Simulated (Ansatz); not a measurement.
System: Al₃GaN₄.

```
CELL_PARAMETERS angstrom
4.63994 0.00000 0.00011
0.00000 2.87967 0.00000
-0.00298 0.00000 5.41799
ATOMIC_POSITIONS crystal
Al 0.50023 0.50000 0.16733
Al 0.00092 0.50000 0.83481
Al 0.00109 0.00000 0.33169
Ga 0.49942 0.00000 0.66620
N 0.11117 0.00000 0.66633
N 0.12245 0.50000 0.16716
N 0.62512 0.50000 0.84019
N 0.62319 0.00000 0.32629
```

Space group Pm; a structure from a database of computed crystals, not necessarily the ambient phase; changed on purpose from its base cell (strain -0.080 along x and y, +0.000 along z, atoms carried along); not relaxed (largest force 1.9 eV/Å); computed pressure about 47 GPa in this cell.

These are results of DFT PBEsol, scalar-relativistic, plane waves, PAW in Ansatz 0.2.0, not measurements.

### What can the converged valence pseudo-density and electron localisation function tell about the bonding?

Al–N (1.75 Å): the density is about 0.86 e/Å³ at the midpoint; the ELF peaks at about 0.90 between the atoms, as expected for a polar covalent bond.
Ga–N (1.80 Å): the density is about 0.98 e/Å³ at the midpoint; the ELF peaks at about 0.80 in the valence shell of N, 0.6 Å from its nucleus, and is about 0.50 at the midpoint.
Al–N (1.88 Å): ρ is about 0.68 e/Å³ halfway; the ELF peaks at about 0.90 in the valence shell of N, 0.7 Å from its nucleus, and is about 0.85 at the midpoint.
Ga–N (1.93 Å): ρ is about 0.76 e/Å³ halfway; the ELF peaks at about 0.80 in the valence shell of N, 0.7 Å from its nucleus, and is about 0.45 at the midpoint.

### Metal or insulator at this level of theory?

It is gapped, with a Kohn–Sham gap of 4.5 eV on the k-point mesh (the band edges may lie off the mesh, which would make the gap smaller).

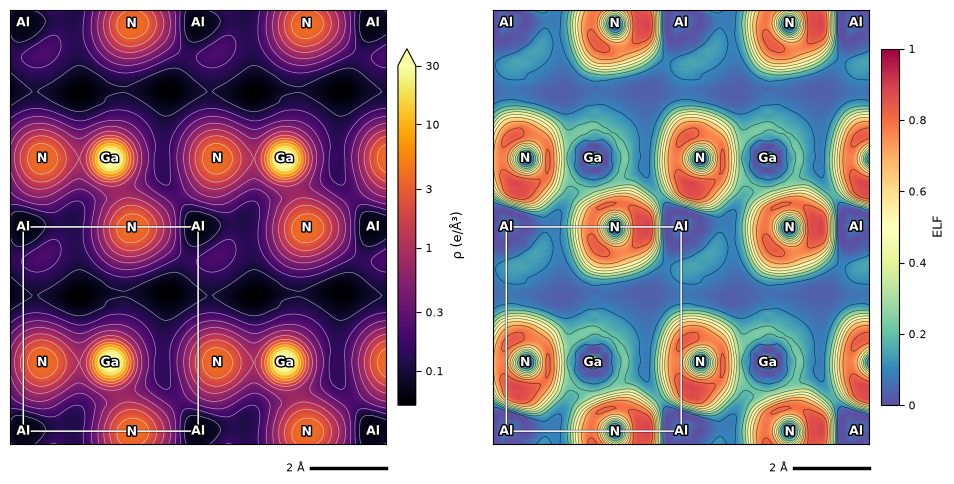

Computed valence pseudo-density and electron localisation function on the (010) plane of the conventional cell, in this order. 
